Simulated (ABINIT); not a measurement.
**Run report: Au, phonon calculation (part 1 of 2)**

The run: phonon calculation of Au (Cmcm, 2 atoms in the cell). Method and program: Kohn-Sham DFT of a periodic cell, PBE, JTH PAW PBE v2.0, no spin polarisation (ABINIT 10.8.3).

The structure derives from a Materials Project entry.

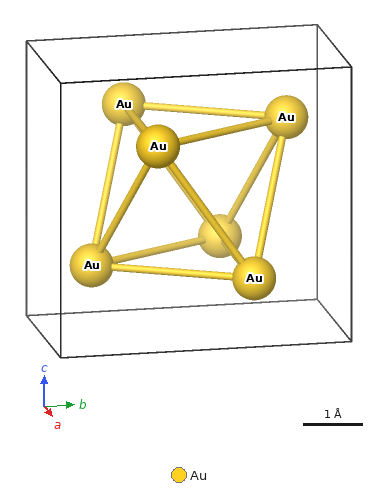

**Figure 1.** The structure (ball-and-stick view of the cell 2 times as large as that of the calculation, set on its symmetry axes, seen slightly off an axis).

Input
```
# Datasets
ndtset 2

# Pseudopotentials
pp_dirpath "./"
pseudos "Au.GGA_PBE-JTH.xml"

# Structure
acell 3*1.0
rprim
     2.6669893108    -4.8300134101     0.0000000000
     2.6669893108     4.8300134101     0.0000000000
     0.0000000000     0.0000000000     9.2467504442
ntypat 1
znucl 79
natom 2
typat 1 1
chkprim 0
chksymtnons 0
tolsym 1.0e-6
xred
   0.3346720300   0.6653279700            1/4
   0.6653279700   0.3346720300            3/4

# Plane-wave basis
ecut 15.0
pawecutdg 30.0
pawxcdev 0

# k points
ngkpt 12 12 8
nshiftk 1
shiftk 0.0 0.0 0.0

# Exchange and correlation
ixc 11

# Bands and occupations
nband 19
occopt 4
tsmear 0.00367493

# SCF cycle
nstep 80

# Output
prteig 0
prtebands 0
prtwf 0
prtden 0
prtpot 0

# Dataset 1: ground state
kptopt1 1
tolvrs1 1.0e-11
prtwf1 1
tolwfr1 1.0e-14
nbdbuf1 4
nline1 6

# Dataset 2: response at q = 0 to atomic displacements
rfphon2 1
rfatpol2 1 2
rfdir2 1 1 1
getwfk2 1
kptopt2 2
nqpt2 1
qpt2 0.0 0.0 0.0
tolvrs2 1.0e-8
```

File mrgddb.in
```
merged_DDB
Au
2
runo_DS1_DDB
runo_DS2_DDB
```

File anaddb.abi
```
ddb_filepath "merged_DDB"
output_file "anaddb.abo"
outdata_prefix "ana"
asr 1
chneut 0
dipdip 0
dieflag 0
enunit 0
eivec 1
nph1l 1
qph1l 0.0 0.0 0.0 1.0
```

Run on 4 threads of Intel Xeon @ 2.50GHz (Skylake/Cascade Lake), 189 GiB of memory available, shared host.

Command:
```bash
mpirun --bind-to none -np 4 abinit run.abi > log 2>&1
mrgddb < mrgddb.in > mrgddb.log 2>&1
anaddb anaddb.abi > anaddb.log 2>&1
```

Log
```
.Version 10.8.3 of ABINIT
 DATASET    1 : space group Cm c m (# 63); Bravais oC (1-face-center ortho.)
================================================================================
 Values of the parameters that define the memory need for DATASET  1.
     intxc =       0    ionmov =       0      iscf =      17    lmnmax =      18
     lnmax =       6     mgfft =      36  mpssoang =       3    mqgrid =    3001
     natom =       2  nloc_mem =       2    nspden =       1   nspinor =       1
    nsppol =       1      nsym =       8    n1xccc =       1    ntypat =       1
    occopt =       4   xclevel =       2
       mpw =         682          nfft =       14400          nkpt =         215
Pmy_natom=         1
 PAW method is used; the additional fine FFT grid is defined by:
   mgfftf=        48    nfftf =     43200
================================================================================
================================================================================

 DATASET    2 : space group Cm c m (# 63); Bravais oC (1-face-center ortho.)
================================================================================
 Values of the parameters that define the memory need for DATASET  2 (RF).
     intxc =       0      iscf =       7    lmnmax =      18     lnmax =       6
     mgfft =      36  mpssoang =       3    mqgrid =    3001     natom =       2
  nloc_mem =       2    nspden =       1   nspinor =       1    nsppol =       1
      nsym =       8    n1xccc =       1    ntypat =       1    occopt =       4
   xclevel =       2
      nfft =       14400          nkpt =         580
Pmy_natom=         1
================================================================================
================================================================================

--------------------------------------------------------------------------------
------------- Echo of variables that govern the present computation ------------
--------------------------------------------------------------------------------
 -outvars: echo values of preprocessed input variables --------
            acell      1.0000000000E+00  1.0000000000E+00  1.0000000000E+00 Bohr
              amu      1.96966540E+02
          chkprim           0
      chksymtnons           0
             ecut      1.50000000E+01 Hartree
           getwfk1          0
           getwfk2          1
             iscf1         17
             iscf2          7
                       outvar_i_n : Printing only first  50 k-points.
              ixc          11
           jdtset        1    2
                       outvar_i_n : Printing only first  50 k-points.
           kptopt1          1
           kptopt2          2
         kptrlatt       12    0    0      0   12    0      0    0    8
          kptrlen      6.40077435E+01
            natom           2
            nband1         19
            nband2         19
           nbdbuf1          4
           nbdbuf2          2
           ndtset           2
            ngfft          20      20      36
          ngfftdg          30      30      48
             nkpt1        215
             nkpt2        580
            nline1          6
            nline2          4
             nqpt1          0
             nqpt2          1
            nstep          80
             nsym           8
           ntypat           1
                       prtocc : prtvol=0, do not print more k-points.
                       prtocc : prtvol=0, do not print more k-points.
           occopt           4
        optdriver1          0
        optdriver2          1
        pawecutdg      3.00000000E+01 Hartree
         pawxcdev           0
           prtden           0
        prtebands           0
           prteig           0
            prtwf1          1
            prtwf2          0
           rfphon1          0
           rfphon2          1
            rprim      2.6669893108E+00 -4.8300134101E+00  0.0000000000E+00
                       2.6669893108E+00  4.8300134101E+00  0.0000000000E+00
                       0.0000000000E+00  0.0000000000E+00  9.2467504442E+00
          spgroup          63
           tolsym      1.00000000E-06
           tolvrs1     1.00000000E-11
           tolvrs2     1.00000000E-08
           tolwfr1     1.00000000E-14
           tolwfr2     0.00000000E+00
           tsmear      3.67493000E-03 Hartree
            typat      1  1
           useylm           1
                       outvars : Printing only first  50 k-points.
           xangst      1.4113099640E+00  8.4513443638E-01  1.2232924017E+00
                       1.4113099640E+00 -8.4513443638E-01  3.6698772050E+00
            xcart      2.6669893108E+00  1.5970726243E+00  2.3116876110E+00
                       2.6669893108E+00 -1.5970726243E+00  6.9350628331E+00
             xred      3.3467203000E-01  6.6532797000E-01  2.5000000000E-01
                       6.6532797000E-01  3.3467203000E-01  7.5000000000E-01
            znucl       79.00000

================================================================================

 chkinp: Checking input parameters for consistency, jdtset=   1.

 chkinp: Checking input parameters for consistency, jdtset=   2.

================================================================================
== DATASET  1 ==================================================================

--- !DatasetInfo
iteration_state: {dtset: 1, }
dimensions: {natom: 2, nkpt: 215, mband: 19, nsppol: 1, nspinor: 1, nspden: 1, mpw: 682, }
cutoff_energies: {ecut:  15.0, pawecutdg:  30.0, }
electrons: {nelect:   2.20000000E+01, charge:   0.00000000E+00, occopt:   4.00000000E+00, tsmear:   3.67493000E-03, }
meta: {optdriver: 0, ionmov: 0, optcell: 0, iscf: 17, paral_kgb: 0, }
...

 Exchange-correlation functional for the present dataset will be:
  GGA: Perdew-Burke-Ernzerhof functional - ixc=11
  J.P.Perdew, K.Burke, M.Ernzerhof, PRL 77, 3865 (1996)

 Real(R)+Recip(G) space primitive vectors, cartesian coordinates (Bohr,Bohr^-1):
 R(1)=  2.6669893 -4.8300134  0.0000000  G(1)=  0.1874773 -0.1035194  0.0000000
 R(2)=  2.6669893  4.8300134  0.0000000  G(2)=  0.1874773  0.1035194  0.0000000
 R(3)=  0.0000000  0.0000000  9.2467504  G(3)=  0.0000000  0.0000000  0.1081461
 Unit cell volume ucvol=  2.3822577E+02 bohr^3
 Angles (23,13,12)=  9.00000000E+01  9.00000000E+01  1.22187660E+02 degrees

 Coarse grid specifications (used for wave-functions):

 getcut: wavevector=  0.0000  0.0000  0.0000  ngfft=  20  20  36
         ecut(hartree)=     15.000   => boxcut(ratio)=   2.08069

 Fine grid specifications (used for densities):

 getcut: wavevector=  0.0000  0.0000  0.0000  ngfft=  30  30  48
         ecut(hartree)=     30.000   => boxcut(ratio)=   2.10536

--- Pseudopotential description ------------------------------------------------
- pspini: atom type   1  psp file is ./Au.GGA_PBE-JTH.xml
 Pseudopotential format is: paw10
 basis_size (lnmax)=  6 (lmn_size= 18), orbitals=   0   0   1   1   2   2
 Spheres core radius: rc_sph= 2.50869560
 Shapefunction is SIN type: shapef(r)=[sin(pi*r/rshp)/(pi*r/rshp)]**2
 Radius for shape functions =  2.26305713
 Compensation charge density is not taken into account in XC energy/potential

   1.54885028E+03                                ecore*ucvol(ha*bohr**3)
--------------------------------------------------------------------------------

================================================================================

--- !BeginCycle
iteration_state: {dtset: 1, }
solver: {iscf: 17, nstep: 80, nline: 6, wfoptalg: 10, }
tolerances: {tolwfr: 1.00E-14, tolvrs: 1.00E-11, }
...

     iter   Etot(hartree)      deltaE(h)  residm     nres2
 ETOT  1  -67.984162760736    -6.798E+01 5.063E-01 1.655E+01
 ETOT  2  -68.446244797821    -4.621E-01 1.842E-03 2.156E+01
 ETOT  3  -68.318786301512     1.275E-01 2.041E-03 4.386E+00
 ETOT  4  -68.305743785912     1.304E-02 7.593E-04 2.219E-01
 ETOT  5  -68.309483670868    -3.740E-03 1.144E-04 1.545E-01
 ETOT  6  -68.309918641275    -4.350E-04 1.403E-05 9.707E-03
 ETOT  7  -68.310492016047    -5.734E-04 3.443E-05 1.013E-01
 ETOT  8  -68.310119525053     3.725E-04 1.125E-05 1.960E-02
 ETOT  9  -68.310096358789     2.317E-05 7.970E-07 5.088E-03
 ETOT 10  -68.310091154762     5.204E-06 5.625E-07 7.467E-05
 ETOT 11  -68.310094196241    -3.041E-06 1.985E-08 2.794E-06
 ETOT 12  -68.310094222719    -2.648E-08 2.422E-10 2.604E-06
 ETOT 13  -68.310094272060    -4.934E-08 2.781E-09 8.623E-06
 ETOT 14  -68.310094248399     2.366E-08 2.881E-10 3.569E-06
 ETOT 15  -68.310094238889     9.510E-09 1.720E-10 5.917E-07
 ETOT 16  -68.310094237807     1.082E-09 4.162E-11 1.067E-08
 ETOT 17  -68.310094238191    -3.843E-10 3.589E-12 6.038E-09
 ETOT 18  -68.310094238179     1.195E-11 7.867E-13 4.533E-09
 ETOT 19  -68.310094238161     1.825E-11 6.465E-13 4.104E-11
 ETOT 20  -68.310094238165    -4.690E-12 2.729E-14 9.842E-11
 ETOT 21  -68.310094238166    -2.132E-13 9.997E-15 5.170E-11
 ETOT 22  -68.310094238165     6.537E-13 1.000E-14 1.419E-12

 At SCF step   22  max residual=  1.00E-14 < tolwfr=  1.00E-14 AND nres2   =  1.42E-12 < tolvrs=  1.00E-11 =>converged.

 Cartesian components of stress tensor (hartree/bohr^3)
  sigma(1 1)= -1.49265890E-04  sigma(3 2)=  0.00000000E+00
  sigma(2 2)= -1.48861132E-04  sigma(3 1)=  0.00000000E+00
  sigma(3 3)= -7.46721857E-05  sigma(2 1)=  0.00000000E+00

--- !ResultsGS
iteration_state: {dtset: 1, }
comment   : Summary of ground state results
lattice_vectors:
- [  2.6669893,  -4.8300134,   0.0000000, ]
- [  2.6669893,   4.8300134,   0.0000000, ]
- [  0.0000000,   0.0000000,   9.2467504, ]
lattice_lengths: [   5.51741,    5.51741,    9.24675, ]
lattice_angles: [ 90.000,  90.000, 122.188, ] # degrees, (23, 13, 12)
lattice_volume:   2.3822577E+02
convergence: {deltae:  6.537E-13, res2:  1.419E-12, residm:  1.000E-14, diffor: null, }
etotal    :  -6.83100942E+01
entropy   :   0.00000000E+00
fermie    :   2.66500848E-01
cartesian_stress_tensor: # hartree/bohr^3
- [ -1.49265890E-04,   0.00000000E+00,   0.00000000E+00, ]
- [  0.00000000E+00,  -1.48861132E-04,   0.00000000E+00, ]
- [  0.00000000E+00,   0.00000000E+00,  -7.46721857E-05, ]
pressure_GPa:   3.6560E+00
xred      :
- [  3.3467E-01,   6.6533E-01,   2.5000E-01, Au]
- [  6.6533E-01,   3.3467E-01,   7.5000E-01, Au]
cartesian_forces: # hartree/bohr
- [ -2.89803717E-20,  -3.69934595E-04,   0.00000000E+00, ]
- [  2.89803717E-20,   3.69934595E-04,   0.00000000E+00, ]
force_length_stats: {min:   3.69934595E-04, max:   3.69934595E-04, mean:   3.69934595E-04, }
...

 Integrated electronic density in atomic spheres:
 ------------------------------------------------
 Atom  Sphere_radius  Integrated_density
    1        2.50870          9.45702111
    2        2.50870          9.45702111

================================================================================

 ----iterations are completed or convergence reached----

 Mean square residual over all n,k,spin=   63.895E-16; max=  99.999E-16
 reduced coordinates (array xred) for    2 atoms
       0.334672030000      0.665327970000      0.250000000000
       0.665327970000      0.334672030000      0.750000000000
 rms dE/dt=  1.4589E-03; max dE/dt=  1.7868E-03; dE/dt below (all hartree)
    1      -0.001786789053      0.001786789053      0.000000000000
    2       0.001786789053     -0.001786789053      0.000000000000

 cartesian coordinates (angstrom) at end:
    1      1.41130996403981     0.84513443637872     1.22329240166456
    2      1.41130996403981    -0.84513443637872     3.66987720499369

 cartesian forces (hartree/bohr) at end:
    1     -0.00000000000000    -0.00036993459465     0.00000000000000
    2      0.00000000000000     0.00036993459465     0.00000000000000
 frms,max,avg= 2.1358184E-04 3.6993459E-04   0.000E+00  0.000E+00  0.000E+00 h/b

 cartesian forces (eV/Angstrom) at end:
    1     -0.00000000000000    -0.01902280170059     0.00000000000000
    2      0.00000000000000     0.01902280170059     0.00000000000000
 frms,max,avg= 1.0982820E-02 1.9022802E-02   0.000E+00  0.000E+00  0.000E+00 e/A
 length scales=  1.000000000000  1.000000000000  1.000000000000 bohr
              =  0.529177210544  0.529177210544  0.529177210544 angstroms
 Fermi (or HOMO) energy (hartree) =   0.26650   Average Vxc (hartree)=  -0.42689
 Eigenvalues (hartree) for nkpt= 215  k points:
 kpt#   1, nband= 19, wtk=  0.00087, kpt=  0.0000  0.0000  0.0000 (reduced coord)
  -0.08286    0.00452    0.09156    0.09365    0.10604    0.11492    0.12414    0.13815
   0.14381    0.18559    0.18780    0.22782    0.35406    0.81901    0.85627    0.90259
   0.93294    0.96732    1.04393
      occupation numbers for kpt#   1
   2.00000    2.00000    2.00000    2.00000    2.00000    2.00000    2.00000    2.00000
   2.00000    2.00000    2.00000    2.00000    0.00000    0.00000    0.00000    0.00000
   0.00000    0.00000    0.00000
 prteigrs : prtvol=0 or 1, do not print more k-points.
```
